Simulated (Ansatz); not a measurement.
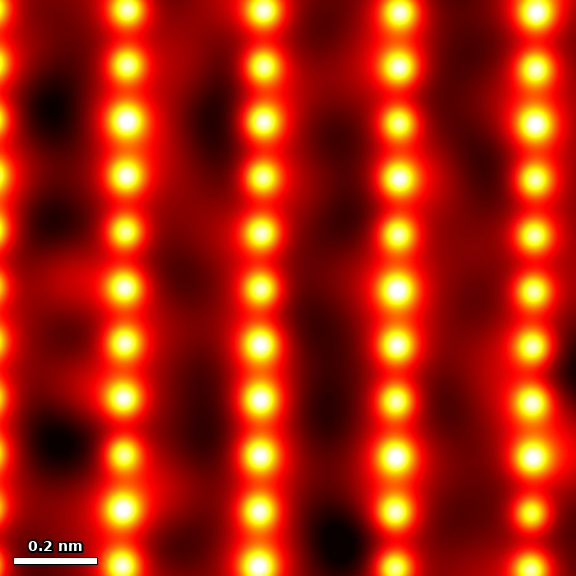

iDPC-like image of Sr (Im-3m, No. 229). Simulated as the projected potential of neutral atoms (B = 0.5 Å²) blurred by a 0.51 Å probe, the thin-sample limit of integrated differential phase contrast. The speckle of an amorphous layer was added. Structure used: a calculation's starting geometry; the starting structure was generated, so it need not be a known form of this composition.

```
Sr
1.0
     4.68234    0.00000    0.00000
     0.00000    4.68234    0.00000
     0.00000    0.00000    4.68234
Sr
2
Direct
  0.00000 0.00000 0.00000
  0.50000 0.50000 0.50000
```

> Along which zone axis is the crystal seen: [210], [211], [221] or [111]? (Directions equivalent by symmetry count as one.)

[211]. The projected cells are 2.09 × 2.56 Å, 114° for [210]; 1.35 × 3.31 Å, 90° for [211]; 1.10 × 3.31 Å, 90° for [221]; 3.82 × 3.82 Å, 120° for [111], and the image repeats as the [211] one does.
